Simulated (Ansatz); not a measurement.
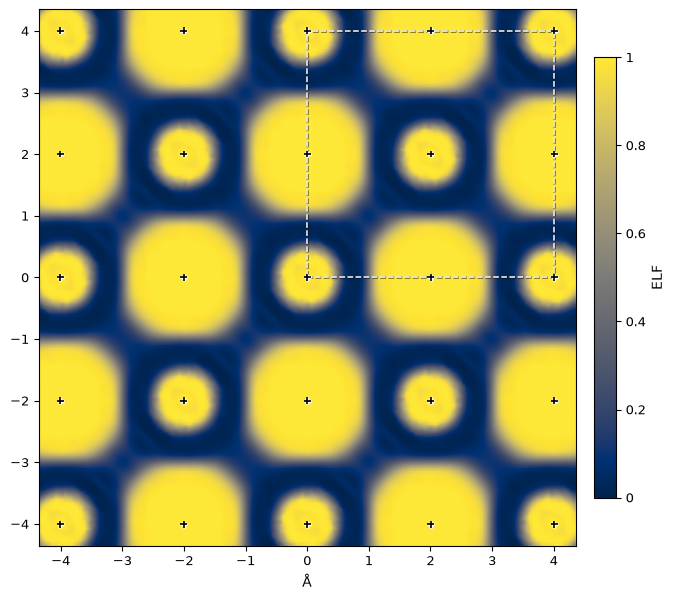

The ELF on a plane through atoms (crosses mark nuclei in the plane).

These are results of DFT r2SCAN, scalar-relativistic, plane waves, PAW in Ansatz, not measurements.

Candidates:
A. LiH, a = 4.01 Å, b = 4.01 Å, c = 4.01 Å, α = 90.00°, β = 90.00°, γ = 90.00°. Space group Fm-3m.
B. Al (slab), a = 2.82 Å, b = 2.82 Å, c = 26.98 Å, α = 90.00°, β = 90.00°, γ = 90.00°. Computed without spin polarisation.

Which system is this?

Answer. Candidate A: LiH on the (001) plane of the conventional cell, which holds Li and H. Li–H (2.00 Å): the ELF climbs to about 1 towards the hydrogen (a hydride-like H with a filled shell, bound largely ionically).
